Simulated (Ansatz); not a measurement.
**Geometry relaxation of Si (part 2 of 2)**

Continued. System: Si (slab, 24 atoms in the cell). Method: DFT PBE+D3(BJ), scalar-relativistic, plane waves, PAW, no spin polarisation (Ansatz 0.2.0); cutoff 420 eV, 6×6×1 k-mesh, Gaussian smearing of 0.05 eV. The structure derives from an entry of the Crystallography Open Database. The input holds or restrains some coordinates. Forces given for the steps count only the free coordinates. It belongs to a series of runs on one base structure; here: clean slab, lower half held.

Geometry of the input (Å; fractional positions):
```
7.6672  0.0000  0.0000
-3.8336  6.6400  0.0000
0.0000  0.0000  24.0428
Si 0.6667  0.3333  0.3535
Si 0.6667  0.8333  0.3535
Si 0.1667  0.3333  0.3535
Si 0.1667  0.8333  0.3535
Si 0.5000  0.5000  0.3861
Si 0.5000  0.0000  0.3861
Si 0.0000  0.5000  0.3861
Si 0.0000  0.0000  0.3861
Si 0.0000  0.5000  0.4837
Si 0.0000  0.0000  0.4837
Si 0.5000  0.5000  0.4837
Si 0.5000  0.0000  0.4837
Si 0.8333  0.6667  0.5163
Si 0.8333  0.1667  0.5163
Si 0.3333  0.6667  0.5163
Si 0.3333  0.1667  0.5163
Si 0.3333  0.6667  0.6139
Si 0.3333  0.1667  0.6139
Si 0.8333  0.6667  0.6139
Si 0.8333  0.1667  0.6139
Si 0.1667  0.8333  0.6465
Si 0.1667  0.3333  0.6465
Si 0.6667  0.8333  0.6465
Si 0.6667  0.3333  0.6465
```

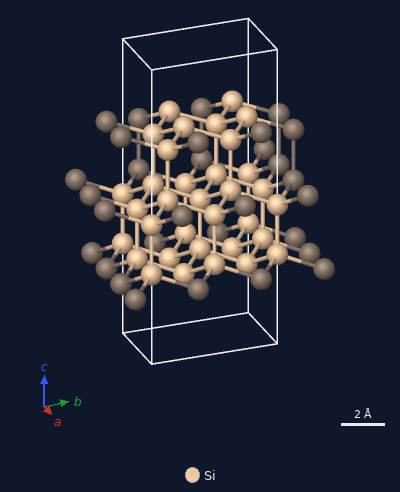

Fig. 1: The geometry at step 3 of the log (ball-and-stick view of the cell of the calculation, with the vacuum cut short, seen slightly off an axis; neighbours outside the cell are drawn fainter).

**Output, continued**
```
--- Band table (eV; the first three rows and the last of 7) ---
  k-point 0: bands = ["-12.2328", "-11.4235", "-10.4970", "-9.9913", "-9.9913", "-9.9913", "-9.4494", "-9.4494", "-9.4494", "-8.5863", "-8.5863", "-8.5863", "-7.5808", "-7.5808", "-7.5808", "-7.2661", "-7.2661", "-7.2661", "-6.9556", "-6.9556", "-6.9556", "-6.3769", "-4.0869", "-3.6137", "-3.6137", "-3.6137", "-3.2504", "-3.2504", "-3.2504", "-3.1848", "-3.1848", "-3.1848", "-2.5781", "-2.5781", "-2.5781", "-1.9397", "-1.9397", "-1.9397", "-1.5940", "-1.5940", "-1.1435", "-1.1435", "-1.1179", "-0.9747", "-0.9747", "-0.9747", "-0.6441", "-0.6441", "-0.4208", "-0.4208", "-0.4208", "0.4441", "0.4580", "0.4580", "0.4580", "1.1463", "1.1463", "1.1463", "1.2154", "1.7869", "1.7869", "1.7869", "1.8842", "1.8842", "1.8842", "2.0738", "2.4206", "2.5315", "2.5315", "2.8929", "2.8929", "3.1375"]
  k-point 1: bands = ["-12.1516", "-11.3427", "-10.4155", "-10.3808", "-10.0569", "-10.0569", "-9.6609", "-9.4403", "-9.4403", "-8.7527", "-8.5620", "-8.5620", "-7.5662", "-7.5662", "-7.4767", "-7.2470", "-7.2470", "-6.9585", "-6.6924", "-6.6924", "-6.3384", "-6.2345", "-4.0678", "-3.9740", "-3.7704", "-3.7704", "-3.5105", "-3.5105", "-3.2763", "-3.2763", "-3.1154", "-2.9696", "-2.7020", "-2.7020", "-2.5108", "-2.3939", "-2.3939", "-2.2645", "-1.8746", "-1.7839", "-1.7613", "-1.3373", "-1.2862", "-1.1120", "-0.9521", "-0.8663", "-0.8663", "-0.7563", "-0.3675", "-0.3675", "-0.1926", "0.4583", "0.5419", "1.0186", "1.0186", "1.2140", "1.6082", "1.6082", "1.6936", "1.7329", "1.9324", "1.9324", "2.0097", "2.2832", "2.3329", "2.3329", "2.4619", "2.7144", "2.8619", "3.0419", "3.1611", "3.2199"]
  k-point 2: bands = ["-11.9101", "-11.1027", "-10.9864", "-10.1982", "-10.1731", "-10.1602", "-10.1602", "-9.4558", "-9.4558", "-9.2613", "-8.5129", "-8.5129", "-7.5655", "-7.5655", "-6.9479", "-6.9479", "-6.8719", "-6.3129", "-6.3129", "-6.2630", "-5.9993", "-5.1513", "-4.2875", "-4.1566", "-4.1133", "-4.1133", "-3.9444", "-3.9444", "-3.6058", "-3.6058", "-3.3718", "-3.1715", "-3.1715", "-2.9116", "-2.8984", "-2.8435", "-2.5929", "-2.5929", "-2.4070", "-2.3136", "-2.1823", "-1.6851", "-1.6285", "-1.0479", "-0.9792", "-0.8207", "-0.7503", "-0.7503", "-0.3528", "-0.3528", "-0.1120", "0.2162", "0.7807", "1.4604", "1.6545", "1.8919", "1.8919", "1.9443", "2.0865", "2.3148", "2.3675", "2.3675", "2.4071", "2.7918", "2.7918", "3.0513", "3.0513", "3.2109", "3.4579", "3.4579", "3.5636", "3.7531"]
  k-point 6: bands = ["-11.2826", "-11.2826", "-11.2826", "-10.4830", "-10.4830", "-10.4830", "-9.5454", "-9.5454", "-9.5454", "-9.2030", "-9.1756", "-8.0172", "-7.7252", "-7.3647", "-7.1711", "-6.4702", "-6.4702", "-6.4702", "-5.2038", "-5.2038", "-5.2038", "-4.7044", "-4.6826", "-4.4662", "-4.4662", "-4.4662", "-4.4203", "-4.1604", "-4.1604", "-4.1604", "-3.2781", "-3.2781", "-3.2781", "-2.8841", "-2.8393", "-2.7653", "-2.7653", "-2.7653", "-2.6494", "-2.6494", "-2.6494", "-2.4452", "-2.4452", "-2.4452", "-0.9838", "-0.4974", "-0.4974", "-0.4974", "-0.3056", "-0.1020", "-0.1020", "-0.1020", "2.0474", "2.1611", "2.1796", "2.1796", "2.1796", "2.8293", "2.8293", "2.8293", "3.1793", "3.1793", "3.1793", "3.2494", "3.2494", "3.2494", "3.4218", "3.5604", "3.5604", "3.5604", "3.7781", "3.7781"]
--- Relaxed structure (4 steps of the walk, 4 accepted, 0 SCFs on fresh bases) ---
  F+E_penalty+E_count = -15256.31344422 eV   max|allowed force component| = 1.705e-2 eV/Å
  atoms:
    - { symbol: Si, position: [0.6666666666666666, 0.33333333333333337, 0.353536758] }
    - { symbol: Si, position: [0.6666666666666666, 0.8333333333333334, 0.353536758] }
    - { symbol: Si, position: [0.16666666666666666, 0.33333333333333337, 0.353536758] }
    - { symbol: Si, position: [0.16666666666666669, 0.8333333333333334, 0.353536758] }
    - { symbol: Si, position: [0.5, 0.49999999999999994, 0.38608414510000005] }
    - { symbol: Si, position: [0.5, 0.0, 0.38608414510000005] }
    - { symbol: Si, position: [-2.7755575615628914e-17, 0.49999999999999994, 0.38608414510000005] }
    - { symbol: Si, position: [0.0, 0.0, 0.38608414510000005] }
    - { symbol: Si, position: [-2.7755575615628914e-17, 0.49999999999999994, 0.4837263064] }
    - { symbol: Si, position: [0.0, 0.0, 0.4837263064] }
    - { symbol: Si, position: [0.5, 0.49999999999999994, 0.4837263064] }
    - { symbol: Si, position: [0.5, 0.0, 0.4837263064] }
    - { symbol: Si, position: [0.8333333333333333, 0.6666666666666666, 0.5153215696183768] }
    - { symbol: Si, position: [0.8333333333333334, 0.16666666666666666, 0.5153215696183768] }
    - { symbol: Si, position: [0.33333333333333337, 0.6666666666666666, 0.5153215696183768] }
    - { symbol: Si, position: [0.33333333333333337, 0.16666666666666666, 0.5153215696183768] }
    - { symbol: Si, position: [0.33333333333333337, 0.6666666666666666, 0.6152882558793026] }
    - { symbol: Si, position: [0.33333333333333337, 0.16666666666666666, 0.6152882558793026] }
    - { symbol: Si, position: [0.8333333333333333, 0.6666666666666666, 0.6152882558793026] }
    - { symbol: Si, position: [0.8333333333333334, 0.16666666666666666, 0.6152882558793026] }
    - { symbol: Si, position: [0.16666666666666669, 0.8333333333333334, 0.6436464756818585] }
    - { symbol: Si, position: [0.16666666666666666, 0.33333333333333337, 0.6436464756818585] }
    - { symbol: Si, position: [0.6666666666666666, 0.8333333333333334, 0.6436464756818585] }
    - { symbol: Si, position: [0.6666666666666666, 0.33333333333333337, 0.6436464756818585] }
```

**Trajectory as extended XYZ (Å, eV, eV/Å), 4 frames, from step=1 to step=4**
```
24
Lattice="7.6672 0.0000 0.0000 -3.8336 6.6400 0.0000 0.0000 0.0000 24.0428" Properties=species:S:1:pos:R:3:forces:R:3 step=1 energy=-15256.18369
Si    3.8336    2.2133    8.5000    0.0000   0.0000   0.4635
Si    1.9168    5.5333    8.5000    0.0000   0.0000   0.4635
Si    0.0000    2.2133    8.5000    0.0000   0.0000   0.4635
Si   -1.9168    5.5333    8.5000    0.0000   0.0000   0.4635
Si    1.9168    3.3200    9.2825    0.0000   0.0000  -0.7378
Si    3.8336    0.0000    9.2825    0.0000   0.0000  -0.7378
Si   -1.9168    3.3200    9.2825    0.0000   0.0000  -0.7378
Si    0.0000    0.0000    9.2825    0.0000   0.0000  -0.7378
Si   -1.9168    3.3200   11.6301    0.0000   0.0000   0.4105
Si    0.0000    0.0000   11.6301    0.0000   0.0000   0.4105
Si    1.9168    3.3200   11.6301    0.0000   0.0000   0.4105
Si    3.8336    0.0000   11.6301    0.0000   0.0000   0.4105
Si    3.8336    4.4267   12.4126    0.0000   0.0000  -0.4105
Si    5.7504    1.1067   12.4126    0.0000   0.0000  -0.4105
Si    0.0000    4.4267   12.4126    0.0000   0.0000  -0.4105
Si    1.9168    1.1067   12.4126    0.0000   0.0000  -0.4105
Si    0.0000    4.4267   14.7602    0.0000   0.0000   0.7378
Si    1.9168    1.1067   14.7602    0.0000   0.0000   0.7378
Si    3.8336    4.4267   14.7602    0.0000   0.0000   0.7378
Si    5.7504    1.1067   14.7602    0.0000   0.0000   0.7378
Si   -1.9168    5.5333   15.5428    0.0000   0.0000  -0.4635
Si    0.0000    2.2133   15.5428    0.0000   0.0000  -0.4635
Si    1.9168    5.5333   15.5428    0.0000   0.0000  -0.4635
Si    3.8336    2.2133   15.5428    0.0000   0.0000  -0.4635
24
Lattice="7.6672 0.0000 0.0000 -3.8336 6.6400 0.0000 0.0000 0.0000 24.0428" Properties=species:S:1:pos:R:3:forces:R:3 step=2 energy=-15256.29610
Si    3.8336    2.2133    8.5000    0.0000   0.0000   0.4550
Si    1.9168    5.5333    8.5000    0.0000   0.0000   0.4550
Si    0.0000    2.2133    8.5000    0.0000   0.0000   0.4550
Si   -1.9168    5.5333    8.5000    0.0000   0.0000   0.4550
Si    1.9168    3.3200    9.2825    0.0000   0.0000  -0.7502
Si    3.8336    0.0000    9.2825    0.0000   0.0000  -0.7502
Si   -1.9168    3.3200    9.2825    0.0000   0.0000  -0.7502
Si    0.0000    0.0000    9.2825    0.0000   0.0000  -0.7502
Si   -1.9168    3.3200   11.6301    0.0000   0.0000   0.3140
Si    0.0000    0.0000   11.6301    0.0000   0.0000   0.3140
Si    1.9168    3.3200   11.6301    0.0000   0.0000   0.3140
Si    3.8336    0.0000   11.6301    0.0000   0.0000   0.3140
Si    3.8336    4.4267   12.3928    0.0000   0.0000  -0.1779
Si    5.7504    1.1067   12.3928    0.0000   0.0000  -0.1779
Si    0.0000    4.4267   12.3928    0.0000   0.0000  -0.1779
Si    1.9168    1.1067   12.3928    0.0000   0.0000  -0.1779
Si    0.0000    4.4267   14.7655    0.0000   0.0000   0.2906
Si    1.9168    1.1067   14.7655    0.0000   0.0000   0.2906
Si    3.8336    4.4267   14.7655    0.0000   0.0000   0.2906
Si    5.7504    1.1067   14.7655    0.0000   0.0000   0.2906
Si   -1.9168    5.5333   15.4773    0.0000   0.0000  -0.1317
Si    0.0000    2.2133   15.4773    0.0000   0.0000  -0.1317
Si    1.9168    5.5333   15.4773    0.0000   0.0000  -0.1317
Si    3.8336    2.2133   15.4773    0.0000   0.0000  -0.1317
24
Lattice="7.6672 0.0000 0.0000 -3.8336 6.6400 0.0000 0.0000 0.0000 24.0428" Properties=species:S:1:pos:R:3:forces:R:3 step=3 energy=-15256.31344
Si    3.8336    2.2133    8.5000    0.0000   0.0000   0.4456
Si    1.9168    5.5333    8.5000    0.0000   0.0000   0.4456
Si    0.0000    2.2133    8.5000    0.0000   0.0000   0.4456
Si   -1.9168    5.5333    8.5000    0.0000   0.0000   0.4456
Si    1.9168    3.3200    9.2825    0.0000   0.0000  -0.7543
Si    3.8336    0.0000    9.2825    0.0000   0.0000  -0.7543
Si   -1.9168    3.3200    9.2825    0.0000   0.0000  -0.7543
Si    0.0000    0.0000    9.2825    0.0000   0.0000  -0.7543
Si   -1.9168    3.3200   11.6301    0.0000   0.0000   0.3254
Si    0.0000    0.0000   11.6301    0.0000   0.0000   0.3254
Si    1.9168    3.3200   11.6301    0.0000   0.0000   0.3254
Si    3.8336    0.0000   11.6301    0.0000   0.0000   0.3254
Si    3.8336    4.4267   12.3898    0.0000   0.0000   0.0034
Si    5.7504    1.1067   12.3898    0.0000   0.0000   0.0034
Si    0.0000    4.4267   12.3898    0.0000   0.0000   0.0034
Si    1.9168    1.1067   12.3898    0.0000   0.0000   0.0034
Si    0.0000    4.4267   14.7932    0.0000   0.0000  -0.0031
Si    1.9168    1.1067   14.7932    0.0000   0.0000  -0.0031
Si    3.8336    4.4267   14.7932    0.0000   0.0000  -0.0031
Si    5.7504    1.1067   14.7932    0.0000   0.0000  -0.0031
Si   -1.9168    5.5333   15.4750    0.0000   0.0000  -0.0171
Si    0.0000    2.2133   15.4750    0.0000   0.0000  -0.0171
Si    1.9168    5.5333   15.4750    0.0000   0.0000  -0.0171
Si    3.8336    2.2133   15.4750    0.0000   0.0000  -0.0171
24
Lattice="7.6672 0.0000 0.0000 -3.8336 6.6400 0.0000 0.0000 0.0000 24.0428" Properties=species:S:1:pos:R:3:forces:R:3 step=4 energy=-15256.31344
Si    3.8336    2.2133    8.5000    0.0000   0.0000   0.4456
Si    1.9168    5.5333    8.5000    0.0000   0.0000   0.4456
Si    0.0000    2.2133    8.5000    0.0000   0.0000   0.4456
Si   -1.9168    5.5333    8.5000    0.0000   0.0000   0.4456
Si    1.9168    3.3200    9.2825    0.0000   0.0000  -0.7544
Si    3.8336    0.0000    9.2825    0.0000   0.0000  -0.7544
Si   -1.9168    3.3200    9.2825    0.0000   0.0000  -0.7544
Si    0.0000    0.0000    9.2825    0.0000   0.0000  -0.7544
Si   -1.9168    3.3200   11.6301    0.0000   0.0000   0.3254
Si    0.0000    0.0000   11.6301    0.0000   0.0000   0.3254
Si    1.9168    3.3200   11.6301    0.0000   0.0000   0.3254
Si    3.8336    0.0000   11.6301    0.0000   0.0000   0.3254
Si    3.8336    4.4267   12.3898    0.0000   0.0000   0.0034
Si    5.7504    1.1067   12.3898    0.0000   0.0000   0.0034
Si    0.0000    4.4267   12.3898    0.0000   0.0000   0.0034
Si    1.9168    1.1067   12.3898    0.0000   0.0000   0.0034
Si    0.0000    4.4267   14.7932    0.0000   0.0000  -0.0030
Si    1.9168    1.1067   14.7932    0.0000   0.0000  -0.0030
Si    3.8336    4.4267   14.7932    0.0000   0.0000  -0.0030
Si    5.7504    1.1067   14.7932    0.0000   0.0000  -0.0030
Si   -1.9168    5.5333   15.4750    0.0000   0.0000  -0.0171
Si    0.0000    2.2133   15.4750    0.0000   0.0000  -0.0171
Si    1.9168    5.5333   15.4750    0.0000   0.0000  -0.0171
Si    3.8336    2.2133   15.4750    0.0000   0.0000  -0.0171
```

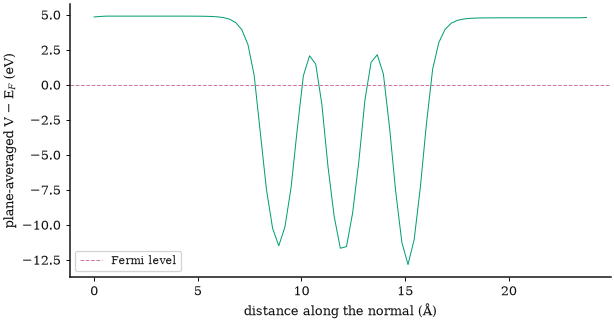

Fig. 2: Plane average of the electrostatic potential energy of an electron across the cell, from the Fermi level. The vacuum level lies 4.79 eV above the Fermi level on the upper side and 4.91 eV on the lower.

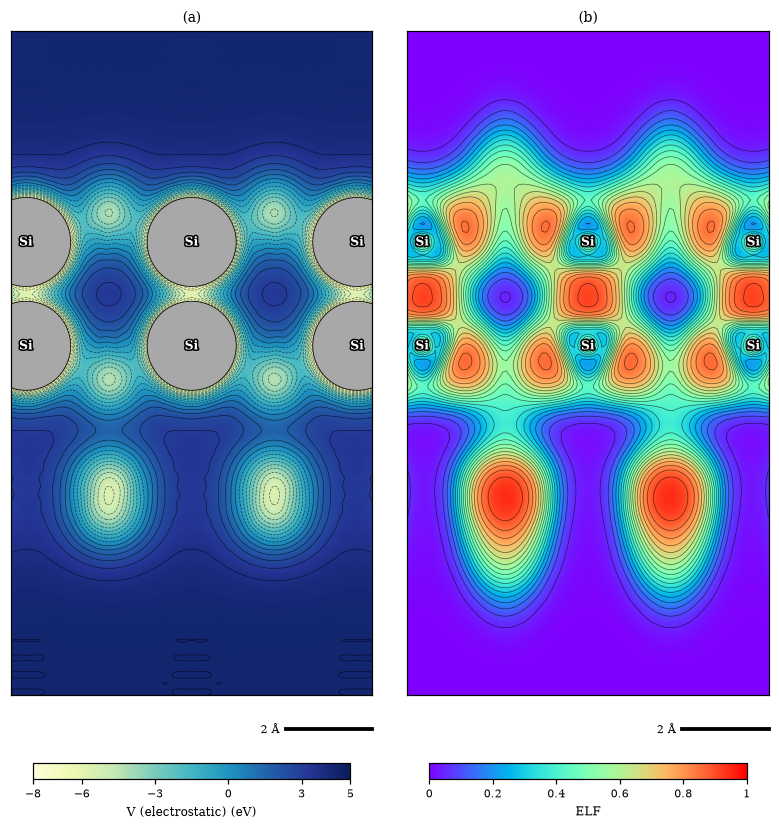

Fig. 3: (a) electrostatic potential energy of an electron; (b) ELF on the (100) plane of the calculation cell, a cut from vacuum to vacuum. Grey discs, where drawn, cover atomic cores. Atoms in the plane: Si. Si–Si (2.40 Å): the ELF peaks at about 0.90 between the atoms (localised, shared-pair bonding). Core electrons are frozen (PAW), so the fields are smoothed inside the atomic spheres.

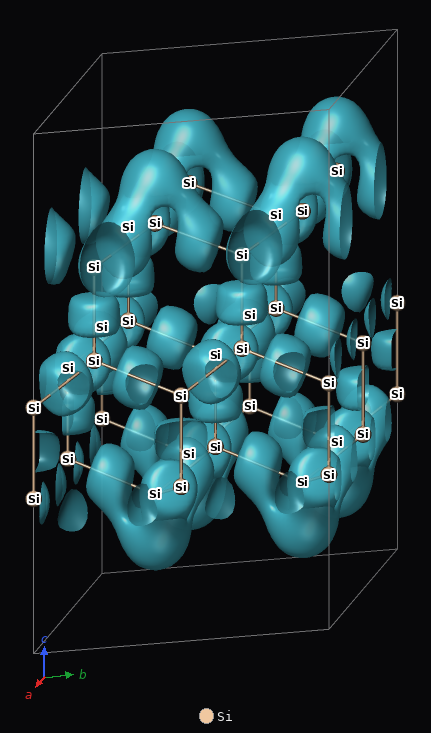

Fig. 4: Isosurface of the electron localisation function at 0.75 (cyan), seen slightly off an axis. Only the valence region is drawn (cores and ρ < 0.01 e/Å³ removed). Sticks mark near contacts. Along the contacts the grid gives the following. Si–Si (2.32 Å): the ELF peaks at about 0.95 between the atoms, which marks localised, shared-pair bonding. Si–Si (2.40 Å): the ELF peaks at about 0.90 between the atoms, which marks a covalent bond.

**Results in brief**

- outcome: converged under the restraints of the input
- electrons treated: 96
- free energy: −15256.3134 eV
- work function, top face: 4.79 eV
- work function, bottom face: 4.91 eV
- Fermi energy: −0.524 eV
- gap on the k-point mesh: none (metallic)
- final volume: 1224.02 Å³
- work function (upper face): 4.79 eV
- largest force (length of the vector) at the end, held atoms and coordinates included: 0.754 eV/Å
- wall time: 69 s (CPU time 4.5 min)
- peak memory: 2.1 GiB
